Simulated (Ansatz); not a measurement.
**Hf16O31: geometry relaxation (part 2 of 3)**

The same run, continued: Hf16O31 (defect cell, 47 atoms in the cell); DFT PBE, scalar-relativistic, plane waves, PAW, spin-polarised (Ansatz 0.2.0); cutoff 420 eV, 2×2×2 k-mesh, Gaussian smearing of 0.05 eV, collinear spins. The structure derives from a Materials Project entry.

Output, continued
```
SCF iter   1: F=—  HF=-269213.874071 eV  |F-HF|=—  |Δ(HF+E_count)|=         —  Δρ=2.70e-3 (↑2.70e-3 ↓2.70e-3)  dr2=7.63e-2  dr2_m=1.68e-3  M=0.000 μB ∫|m|=0.011 μB  β_m=0.65  ethr=1.61e-4  ⟨swp⟩=4.1  Hψ=11890  notcnv=0  defer=884
preconditioner: auto → Resta (q_TF=auto, 2.790 Å⁻¹)  ε∞=5.5  [insulator: Δε(μ)=1.429 eV  Ē_g=18.178 eV  σ=0.050 eV  W_gap=1.00  n_scr=192 (ndim 8)  ℏωp=38.7 eV  f_vac=0.035  D(μ)=0.00/eV (n_scr^D=0)  ε∞_Penn≈5.5]
spin=Collinear: Resta preconditioning applied to the charge; magnetization (m = ρ↑ − ρ↓) channel mixes plain (no charge-response kernel on spin).
SCF iter   2: F=—  HF=-269213.857235 eV  |F-HF|=—  |Δ(HF+E_count)|=   1.68e-2  Δρ=1.05e-3 (↑1.05e-3 ↓1.04e-3)  dr2=1.05e-2  dr2_m=3.01e-4  M=0.000 μB ∫|m|=0.005 μB  β_m=0.62  ethr=1.27e-5  ⟨swp⟩=3.0  Hψ=11346  notcnv=0  defer=884
SCF iter   3: F=—  HF=-269213.855893 eV  |F-HF|=—  |Δ(HF+E_count)|=   1.34e-3  Δρ=3.05e-4 (↑3.05e-4 ↓2.98e-4)  dr2=1.27e-3  dr2_m=1.39e-5  M=0.000 μB ∫|m|=0.001 μB  β_m=0.65  ethr=1.74e-6  ⟨swp⟩=2.0  Hψ=8899  notcnv=0  defer=884
SCF iter   4: F=—  HF=-269213.855825 eV  |F-HF|=—  |Δ(HF+E_count)|=   6.80e-5  Δρ=1.07e-4 (↑1.07e-4 ↓1.06e-4)  dr2=2.25e-4  dr2_m=4.66e-7  M=0.000 μB ∫|m|=0.000 μB  β_m=0.71  ethr=2.11e-7  ⟨swp⟩=2.0  Hψ=9526  notcnv=0  defer=884
SCF iter   5: F=—  HF=-269213.855813 eV  |F-HF|=—  |Δ(HF+E_count)|=   1.18e-5  Δρ=2.98e-5 (↑2.98e-5 ↓2.97e-5)  dr2=2.03e-5  dr2_m=2.17e-8  M=0.000 μB ∫|m|=0.000 μB  β_m=0.73  ethr=3.73e-8  ⟨swp⟩=2.0  Hψ=9072  notcnv=0  defer=884
SCF iter   6: F=-269213.855811 eV  HF=-269213.855815 eV  |F-HF|=4.46e-6  |Δ(HF+E_count)|=   1.89e-6  Δρ=1.64e-5 (↑1.64e-5 ↓1.63e-5)  dr2=5.27e-6  dr2_m=1.50e-8  M=0.000 μB ∫|m|=0.000 μB  ethr=2.47e-9  ⟨swp⟩=2.5  Hψ=20376  notcnv=0
the starting moments were not kept: the SCF closed with an absolute magnetisation of 4.0e-5 μB, where they sum to 2 μB in size (4 sites). That is at most 0.1 of that sum. Measured as dr2_m measures the in/out step, that magnetisation stands 2.8e-10 eV from none, at or under the dr2_threshold of 1.5e-5 eV: it is no larger than a step whose dr2_m would equal this threshold.
SCF 3 converged in 6 iterations: F = -269213.855811 eV  dr2 = 5.27e-6
relax step   3: F+E_penalty+E_count = -269213.85581087 eV  Δ(F+E_penalty+E_count) = -8.273e-2 eV  max|allowed force component| = 2.027e-1 eV/Å  Δτ_max = 0.0467 Å  (6 SCF iters, dr2 threshold 1.49e-5 eV, accepted)
SCF iter   1: F=—  HF=-269213.871354 eV  |F-HF|=—  |Δ(HF+E_count)|=         —  Δρ=1.03e-3 (↑1.03e-3 ↓1.03e-3)  dr2=1.06e-2  dr2_m=4.26e-4  M=0.000 μB ∫|m|=0.005 μB  β_m=0.65  ethr=2.57e-5  ⟨swp⟩=2.1  Hψ=10720  notcnv=0  defer=876
preconditioner: auto → Resta (q_TF=auto, 2.790 Å⁻¹)  ε∞=5.5  [insulator: Δε(μ)=1.482 eV  Ē_g=18.177 eV  σ=0.050 eV  W_gap=1.00  n_scr=192 (ndim 8)  ℏωp=38.7 eV  f_vac=0.035  D(μ)=0.00/eV (n_scr^D=0)  ε∞_Penn≈5.5]
spin=Collinear: Resta preconditioning applied to the charge; magnetization (m = ρ↑ − ρ↓) channel mixes plain (no charge-response kernel on spin).
SCF iter   2: F=—  HF=-269213.869102 eV  |F-HF|=—  |Δ(HF+E_count)|=   2.25e-3  Δρ=4.17e-4 (↑4.17e-4 ↓4.12e-4)  dr2=1.66e-3  dr2_m=7.86e-5  M=0.000 μB ∫|m|=0.002 μB  β_m=0.63  ethr=1.76e-6  ⟨swp⟩=3.0  Hψ=11235  notcnv=0  defer=876
SCF iter   3: F=—  HF=-269213.869059 eV  |F-HF|=—  |Δ(HF+E_count)|=   4.30e-5  Δρ=1.28e-4 (↑1.28e-4 ↓1.26e-4)  dr2=2.62e-4  dr2_m=3.43e-6  M=0.000 μB ∫|m|=0.001 μB  β_m=0.65  ethr=2.76e-7  ⟨swp⟩=2.1  Hψ=8907  notcnv=0  defer=876
SCF iter   4: F=—  HF=-269213.869045 eV  |F-HF|=—  |Δ(HF+E_count)|=   1.36e-5  Δρ=4.52e-5 (↑4.52e-5 ↓4.47e-5)  dr2=4.91e-5  dr2_m=6.52e-8  M=0.000 μB ∫|m|=0.000 μB  β_m=0.71  ethr=4.35e-8  ⟨swp⟩=2.0  Hψ=9346  notcnv=0  defer=876
SCF iter   5: F=—  HF=-269213.869044 eV  |F-HF|=—  |Δ(HF+E_count)|=   1.27e-6  Δρ=1.45e-5 (↑1.45e-5 ↓1.44e-5)  dr2=5.01e-6  dr2_m=1.15e-8  M=0.000 μB ∫|m|=0.000 μB  β_m=0.70  ethr=8.16e-9  ⟨swp⟩=2.0  Hψ=9552  notcnv=0  defer=876
SCF iter   6: F=-269213.869043 eV  HF=-269213.869044 eV  |F-HF|=6.24e-7  |Δ(HF+E_count)|=   3.30e-7  Δρ=7.83e-6 (↑7.83e-6 ↓7.74e-6)  dr2=1.20e-6  dr2_m=9.54e-9  M=0.000 μB ∫|m|=0.000 μB  ethr=8.25e-10  ⟨swp⟩=4.1  Hψ=17832  notcnv=0
the starting moments were not kept: the SCF closed with an absolute magnetisation of 2.5e-5 μB, where they sum to 2 μB in size (4 sites). That is at most 0.1 of that sum. Measured as dr2_m measures the in/out step, that magnetisation stands 2.0e-10 eV from none, at or under the dr2_threshold of 5.0e-6 eV: it is no larger than a step whose dr2_m would equal this threshold.
SCF 4 converged in 6 iterations: F = -269213.869043 eV  dr2 = 1.20e-6
relax step   4: F+E_penalty+E_count = -269213.86904323 eV  Δ(F+E_penalty+E_count) = -1.323e-2 eV  max|allowed force component| = 5.430e-2 eV/Å  Δτ_max = 0.0287 Å  (6 SCF iters, dr2 threshold 4.97e-6 eV, accepted)
SCF iter   1: F=—  HF=-269213.870895 eV  |F-HF|=—  |Δ(HF+E_count)|=         —  Δρ=3.73e-4 (↑3.61e-4 ↓3.73e-4)  dr2=1.35e-3  dr2_m=6.32e-5  M=0.000 μB ∫|m|=0.002 μB  β_m=0.65  ethr=1.77e-6  ⟨swp⟩=2.0  Hψ=10748  notcnv=0  defer=876
preconditioner: auto → Resta (q_TF=auto, 2.790 Å⁻¹)  ε∞=5.5  [insulator: Δε(μ)=1.457 eV  Ē_g=18.180 eV  σ=0.050 eV  W_gap=1.00  n_scr=192 (ndim 8)  ℏωp=38.7 eV  f_vac=0.035  D(μ)=0.00/eV (n_scr^D=0)  ε∞_Penn≈5.5]
spin=Collinear: Resta preconditioning applied to the charge; magnetization (m = ρ↑ − ρ↓) channel mixes plain (no charge-response kernel on spin).
SCF iter   2: F=—  HF=-269213.870037 eV  |F-HF|=—  |Δ(HF+E_count)|=   8.59e-4  Δρ=1.49e-4 (↑1.49e-4 ↓1.47e-4)  dr2=2.04e-4  dr2_m=1.13e-5  M=0.000 μB ∫|m|=0.001 μB  β_m=0.63  ethr=2.23e-7  ⟨swp⟩=2.2  Hψ=9823  notcnv=0  defer=876
SCF iter   3: F=—  HF=-269213.870036 eV  |F-HF|=—  |Δ(HF+E_count)|=   3.42e-7  Δρ=4.57e-5 (↑4.57e-5 ↓4.36e-5)  dr2=3.16e-5  dr2_m=4.82e-7  M=0.000 μB ∫|m|=0.000 μB  β_m=0.64  ethr=3.39e-8  ⟨swp⟩=2.0  Hψ=9641  notcnv=0  defer=876
SCF iter   4: F=—  HF=-269213.870034 eV  |F-HF|=—  |Δ(HF+E_count)|=   1.93e-6  Δρ=1.59e-5 (↑1.59e-5 ↓1.55e-5)  dr2=5.42e-6  dr2_m=1.17e-8  M=0.000 μB ∫|m|=0.000 μB  β_m=0.71  ethr=5.25e-9  ⟨swp⟩=2.0  Hψ=9330  notcnv=0  defer=876
SCF iter   5: F=—  HF=-269213.870034 eV  |F-HF|=—  |Δ(HF+E_count)|=   3.73e-7  Δρ=4.85e-6 (↑4.85e-6 ↓4.80e-6)  dr2=4.84e-7  dr2_m=1.05e-9  M=0.000 μB ∫|m|=0.000 μB  β_m=0.70  ethr=9.01e-10  ⟨swp⟩=2.0  Hψ=10400  notcnv=0  defer=876
SCF iter   6: F=—  HF=-269213.870034 eV  |F-HF|=—  |Δ(HF+E_count)|=   6.32e-8  Δρ=2.52e-6 (↑2.52e-6 ↓2.43e-6)  dr2=1.05e-7  dr2_m=1.00e-9  M=0.000 μB ∫|m|=0.000 μB  β_m=0.69  ethr=8.04e-11  ⟨swp⟩=2.0  Hψ=10606  notcnv=0  defer=876
SCF iter   7: F=—  HF=-269213.870034 eV  |F-HF|=—  |Δ(HF+E_count)|=   5.36e-8  Δρ=9.68e-7 (↑9.68e-7 ↓9.58e-7)  dr2=2.48e-8  dr2_m=8.71e-11  M=0.000 μB ∫|m|=0.000 μB  β_m=0.85  ethr=1.74e-11  ⟨swp⟩=2.0  Hψ=10578  notcnv=0  defer=876
SCF iter   8: F=-269213.870034 eV  HF=-269213.870034 eV  |F-HF|=9.55e-9  |Δ(HF+E_count)|=   2.00e-8  Δρ=7.13e-7 (↑7.13e-7 ↓7.12e-7)  dr2=1.23e-8  dr2_m=4.40e-12  M=0.000 μB ∫|m|=0.000 μB  ethr=4.12e-12  ⟨swp⟩=1.5  Hψ=16444  notcnv=0
the starting moments were not kept: the SCF closed with an absolute magnetisation of 1.0e-6 μB, where they sum to 2 μB in size (4 sites). That is at most 0.1 of that sum. Measured as dr2_m measures the in/out step, that magnetisation stands 1.1e-13 eV from none, at or under the dr2_threshold of 1.0e-7 eV: it is no larger than a step whose dr2_m would equal this threshold.
SCF 5 converged in 8 iterations: F = -269213.870034 eV  dr2 = 1.23e-8
relax step   5: F+E_penalty+E_count = -269213.87003393 eV  Δ(F+E_penalty+E_count) = -9.907e-4 eV  max|allowed force component| = 2.475e-2 eV/Å  Δτ_max = 0.0067 Å  (8 SCF iters, accepted)
```

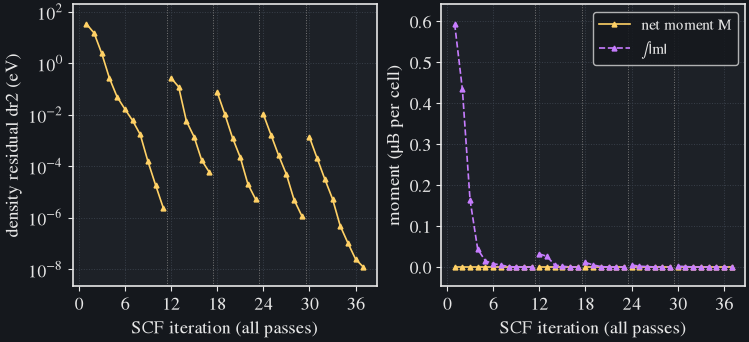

Figure 1. Convergence of the self-consistent field: density residual dr2 and magnetic moment against the SCF iteration. The dotted lines part the SCF passes of the relaxation: geometry steps, rejected trials and re-solves on a re-selected basis. The 5 passes take 6 to 11 iterations each, 37 in all. The net moment stays at 0.0 μB per cell, and ∫|m| falls to zero.

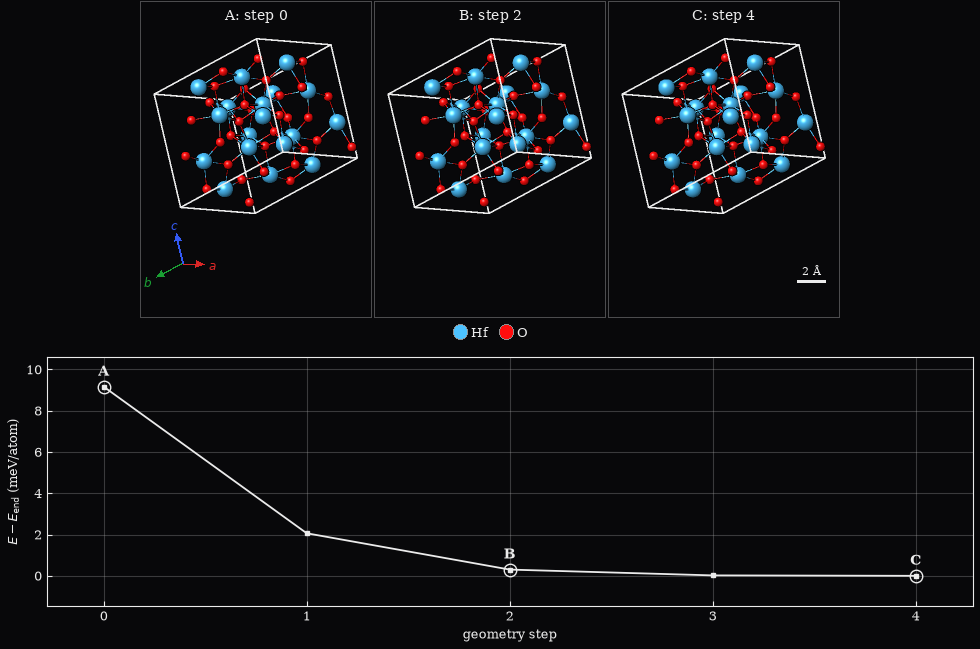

Figure 2. Frames of the relaxation (ball-and-stick view of the cell of the calculation, seen at an oblique angle) above the curves, on which the letters mark them (the first geometry is step 0 here and step 1 in the log).

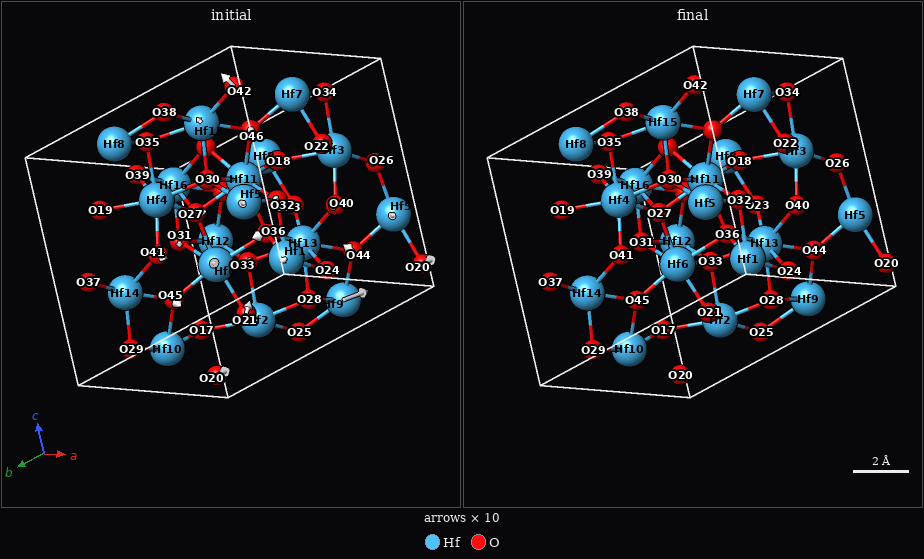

Figure 3. Before (left) and after (right) the relaxation, at one scale (ball-and-stick view of the cell of the calculation, seen at an oblique angle). The white arrows give the displacements, magnified 10 times. Over 4 geometry steps the energy falls by 9.2 meV per atom. The largest force component goes from 1.4 to 0.025 eV/Å. The atom that moves furthest is Hf9 (0.13 Å). By element the largest moves are Hf 0.13 Å, O 0.09 Å. The cell doesn't change. Among the contacts that change: Hf9–O28 2.137 → 2.255 Å, Hf1–O20 2.208 → 2.123 Å, Hf9–O25 2.079 → 2.160 Å, Hf1–O42 2.075 → 2.006 Å. Among the angles that change: Hf5–O44–Hf9 129.8° → 122.8°, O25–Hf9–O44 137.1° → 130.5°, O36–Hf6–O45 163.9° → 158.0°. (Atoms are counted from 1 in the order of the input.)

```
SCF converged after 8 iterations
Magnetization: 0.0000 μB (301.0000 up, 301.0000 down)
Absolute magnetization: 0.0000 μB (∫|ρ↑−ρ↓|, with the PAW one-centre terms)
Spin contamination: 0.0000 ħ² per cell (⟨S²⟩ above its minimum at these occupations)
Per-site moments (μB) at R_I (Å): [(1.5710540151337292e-8, 0.8273259483066773), (-1.0141666047832186e-9, 0.8367233963392173), (-8.136435469423382e-10, 0.83690754105633), (1.9098757378239913e-11, 0.8391914562884564), (4.190272705251042e-9, 0.8345692676535446), (-1.7729301236984833e-8, 0.833311789465434), (3.3078979118198236e-10, 0.83524040807711), (7.96428426204132e-10, 0.8351887846388444), (-1.4737821944600095e-9, 0.86302331966743), (-2.8615004038039696e-10, 0.8365076321777114), (-1.2798067070780111e-9, 0.8379746414108499), (-4.216575207468618e-10, 0.8368699515767863), (3.282477802305656e-10, 0.8395766508954224), (3.077562459650517e-10, 0.8373630624991624), (-1.0676484453240219e-9, 0.8334992558819592), (1.436342468093963e-9, 0.8376200253458493), (9.067129286889693e-10, 0.8365076321777114), (-1.19563748468412e-9, 0.8379746414108499), (2.0956208635818663e-10, 0.8368699515767863), (8.311893693151136e-9, 0.8376200253458493), (-3.4507246509606517e-9, 0.8334992558819592), (1.8224617939000854e-10, 0.8373630624991624), (-1.3213254173773077e-9, 0.8395766508954224), (1.8193949370849982e-10, 0.8706057392874375), (1.5482006940750843e-9, 0.872339404201913), (6.558264370980967e-10, 0.8767899860054311), (1.6458959016050398e-9, 0.873105453379317), (-2.4338193967403153e-9, 0.8732158666563355), (-1.7851105169156268e-10, 0.8734298052395664), (1.317751298400421e-9, 0.8695596409750314), (-3.478998273202967e-9, 0.8714998870167531), (2.0364138863400175e-9, 0.8696297743274752), (-2.292759326971317e-10, 0.8685301397309516), (-7.691652384397616e-10, 0.8745372934303904), (-5.46952600629052e-10, 0.8724774833952683), (-6.554132142841128e-10, 0.870179018760642), (5.665107053641913e-10, 0.871992998323947), (-2.5284717872577382e-9, 0.8704529344317005), (-5.307424873586835e-10, 0.8721991298331224), (-2.229977836846006e-10, 0.83690754105633), (-1.19814088358735e-10, 0.8391914562884564), (-6.775364781418227e-9, 0.8273259483066773), (6.145115694011798e-10, 0.8367233963392173), (2.644320280397164e-9, 0.8345692676535446), (1.5563427508864043e-9, 0.833311789465434), (-1.6062116531325317e-10, 0.83524040807711), (-5.240961972614033e-10, 0.8351887846388444)]
Free energy (F): -269213.870034 eV
Harris-Foulkes:  -269213.870034 eV  (|F-HF|=9.55e-9)
Internal energy: -269213.870034 eV  (E = F + TS)
E sigma→0 (E₀):  -269213.870034 eV
Fermi energy:    18.561350 eV
--- Per-component energies (eV) ---
  E_band       = 576.227549
  E_kinetic    = 12205.833891
  E_local      = -93824.235236  (includes V_loc(G=0)·N_el)
  E_nonlocal   = -18396.389971
  E_hartree    = 43050.610898
  E_xc         = -7097.877039
  E_vxc        = -7192.367414  (∫ρ·V_xc dr)
  E_paw        = -115742.361140  (= ΣΔE_a)
  E_vpaw       = 21682.086750  (= ΣTr[D̂ρ^β])
  E_aug_tail   = 0.076759  (compensation charges beyond the density's cutoff)
  E_ewald      = -89409.528196
  E_smearing   = -0.000000  (= −TS)
  E_closure    = 0.000000  (closes the sum)
  Σ components = -269213.870034   (vs F -269213.870034, Δ=0.00e0)
```
